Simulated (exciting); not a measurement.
BN, space group P6_3/mmc, B K edge of atom 3, with 3 N at 1.44 Å (trigonal planar, site symmetry -6m2); the tensor is averaged over the atoms equivalent by symmetry. Method: exciting, all-electron LAPW+lo, PBE, exchange and screened direct term (singlet BSE), 7×7×2 shifted k points, 15 conduction bands, |G+q| up to 3 bohr⁻¹, full RPA screening with nempty = 36, Lorentzian half width 0.45 eV.

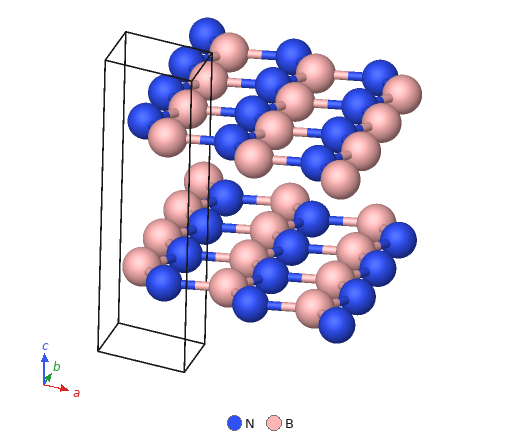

The structure (nitrogen blue, boron pink). 3×4×1 cells are drawn.

```
N B
1.0
     2.49824    0.00000    0.00000
    -1.24912    2.16354    0.00000
     0.00000    0.00000    6.63570
N B
2 2
Direct
  0.66667 0.33333 0.25000
  0.33333 0.66667 0.75000
  0.66667 0.33333 0.75000
  0.33333 0.66667 0.25000
```

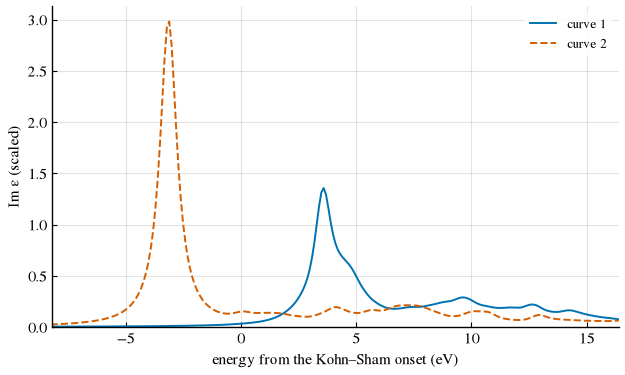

Energy from the Kohn–Sham onset, core level to the lowest empty state found on the meshes used; scaled to the maximum of the polarisation mean.

The database entry behind the starting cell differs from later determinations by our own check (about 0.3 % short, minor phase), so it need not match the best structure at ambient conditions.

Question: The curves are the diagonal elements of Im ε for ε ∥ c and ⊥ c. Which is which?

Curve 1: ε ⊥ c, maxima 3.6 eV (1.36), 9.6 eV (0.29) and 12.7 eV (0.22). Curve 2: ε ∥ c, maxima -3.1 eV (2.98). In a planar site the low π* line needs ε normal to the plane, and the σ* lines need it in the plane.

[Banner, clock and machine lines of the logs are left out without a mark of their own.]

[Logs are printed without paths, hosts, clocks, repeated set-up lines and the standing remarks that a program may print on its own settings, such as how far it seeks lower states.]

[Hosts, paths, dates, database ids (printed as entryN), source tags and the programs' standing remarks are cut or masked in the printed files.]
